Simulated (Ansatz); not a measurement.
KF (P6_3/mmc, No. 194): the geometry relaxed with DFT PBE, scalar-relativistic, plane waves, PAW in Ansatz 0.2.0; the starting structure was generated, so it need not be a known form of this composition.

```yaml
crystal:
  lattice:
    - [3.78215, 0.00000, 0.00000]
    - [-1.89107, 3.27543, 0.00000]
    - [0.00000, 0.00000, 12.85150]
  atoms:
    - { symbol: K, position: [0.00000, 0.00000, 0.00000] }
    - { symbol: F, position: [0.66667, 0.33333, 0.12336] }
    - { symbol: K, position: [0.33333, 0.66667, 0.25000] }
    - { symbol: F, position: [0.66667, 0.33333, 0.37664] }
    - { symbol: K, position: [0.00000, 0.00000, 0.50000] }
    - { symbol: F, position: [0.33333, 0.66667, 0.62336] }
    - { symbol: K, position: [0.66667, 0.33333, 0.75000] }
    - { symbol: F, position: [0.33333, 0.66667, 0.87664] }
```

Q: What will a Z-contrast image along [100] show? Simulation: incoherent imaging, intensity Z^1.7 per atom, probe width 0.97 Å, thin sample. The probe carries 15 % of its weight in a tail 2.5 times as wide.

A: The columns repeat on a rectangular net of 3.28 × 12.85 Å (plane group p2mg). The brightest columns hold 1 K per repeat; in falling brightness follow 1 F (about 30 %). Brightness is counted from the darkest point of the image. The closest visible columns (K and F) are 1.92 Å apart in projection. Along the beam the structure repeats every 3.78 Å.

```
column  atoms along the beam per repeat  peak brightness
     K                              1 K            100 %
     F                              1 F             30 %
```

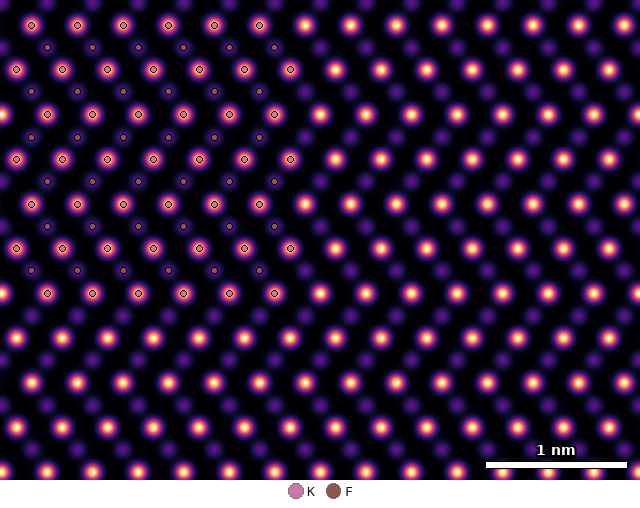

The simulated image, with the columns of the model marked in one corner.
